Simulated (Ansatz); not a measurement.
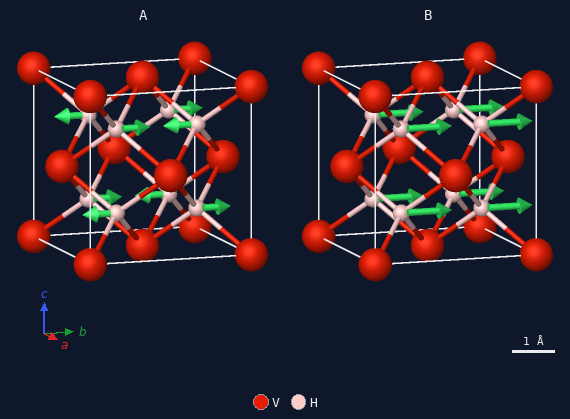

Modes of solid VH$_{2}$ at 0.98 times its rest volume, space group Fm-3m (No. 225), at the zone centre (one member of each degenerate set). The green arrows are the displacements of the atoms (eigenvector over the root of the mass), of arbitrary overall length and sign. A ball-and-stick model of the conventional cell (4 times the calculation's cell), seen slightly off an axis. Lengths and directions refer to the drawn axes.

Theory: DFT PBEsol, scalar-relativistic, plane waves, PAW in Ansatz 0.2.0.

The frequencies depend somewhat on the k-mesh and the smearing.

Question: Which are infrared-active and which Raman-active?

Answer: A is T₂g, Raman-active by symmetry (1409 cm⁻¹). B is T₁u, infrared-active by symmetry (1234 cm⁻¹). The crystal has a centre of inversion, so no mode is both. In a metal the free carriers screen the infrared response.
